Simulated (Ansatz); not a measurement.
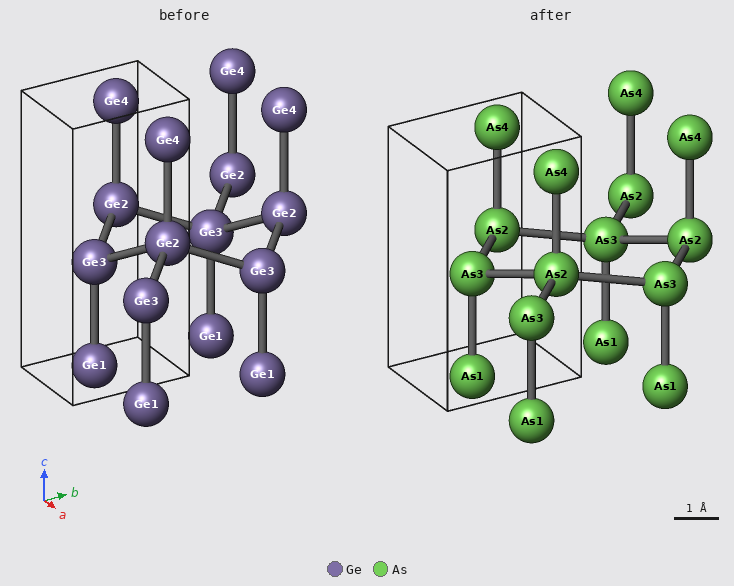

Left: crystalline Ge (set up in P6_3/mmc). Right: the same structure after one change, at the same scale. A ball-and-stick model of the cell of the calculation, repeated 2 × 2 × 1 with one cell outlined, seen slightly off an axis.

All numbers below come from Ansatz 0.2.0, DFT r2SCAN, scalar-relativistic, plane waves, PAW. (plane-wave cutoff 500 eV; occupations gaussian; no spin polarisation) The k-mesh is chosen for each cell (12×12×6, 12×12×8). Smearing widths differ between the runs.

What was changed?

Every germanium atom is replaced by arsenic, which gives As. Cell and atoms are relaxed again (to zero pressure within 0.1 GPa, forces under 0.01 eV/Å).

And its effect?

The volume per atom goes from 22.82 to 26.17 Å³. The drawn cell changes as follows: a = b 3.996 → 4.587 Å (+14.8 %), c 6.603 → 5.746 Å (−13.0 %); the volume changes by +14.7 %. The space group stays P6_3/mmc (No. 194).
